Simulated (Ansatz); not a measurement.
Consider Ge.

Input file:

```
crystal:
  lattice:
    - [4.79476511, 0.0, 0.0]
    - [-2.397382555, 4.1523883905, 0.0]
    - [0.0, 0.0, 2.7091064684]
  atoms:
    - { symbol: Ge, position: [1.0, 0.0, 1.0] }
    - { symbol: Ge, position: [0.3333333333, 0.6666666667, 0.5] }
    - { symbol: Ge, position: [0.6666666667, 0.3333333333, 0.5] }
hamiltonian:
  xc: lda
  pseudopotentials:
    kind: paw
    azcp:
      Ge: "pseudopotentials/Ge.paw.azcp"
basis:
  ecutwfc: 420
  fft_grid_basis: typed
kpoints:
  mp_grid: { grid: [9, 9, 13], shift: [0, 0, 0] }
magnetization:
  spin_polarized: false
scf:
  occupations: { method: fermi_dirac, width: 0.1 }
  lower_state_search: "off"
output:
  stress: true
  write_density: true
  write_potential: true
  elf: true
  volumetric_format: npy
```

Below, planes, directions and counts refer to the conventional cell (a = 4.79 Å, b = 4.79 Å, c = 2.71 Å, α = 90.00°, β = 90.00°, γ = 120.00°).

Space group P6/mmm; set up as Ge, omega (AlB2-type); a generated structure, not necessarily the stable one; changed on purpose from its base cell (volume × 1.0).

These are results of DFT, LDA (PW92), plane waves (420 eV) with PAW, scalar-relativistic in Ansatz 0.2.0, not measurements.

### What will maps of the valence pseudo-density and electron localisation function show?

Ge–Ge (2.77 Å): the density is about 0.27 e/Å³ at the midpoint; the ELF reaches about 0.50 near the midpoint.

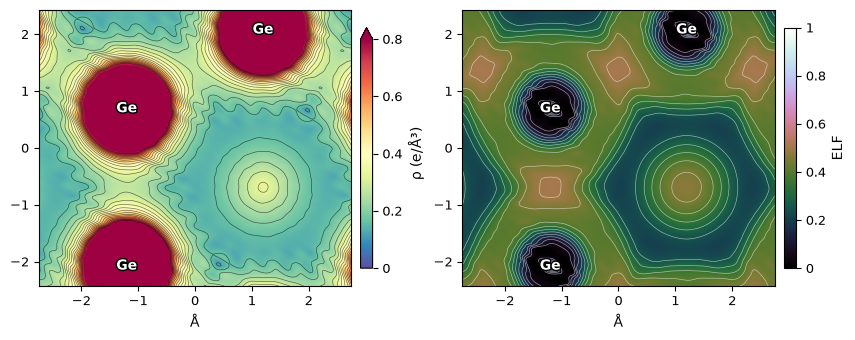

Computed valence pseudo-density and electron localisation function on the (001) plane of the conventional cell, in this order. 

In a PAW calculation such maps are meaningful between the atoms, not at the nuclei.
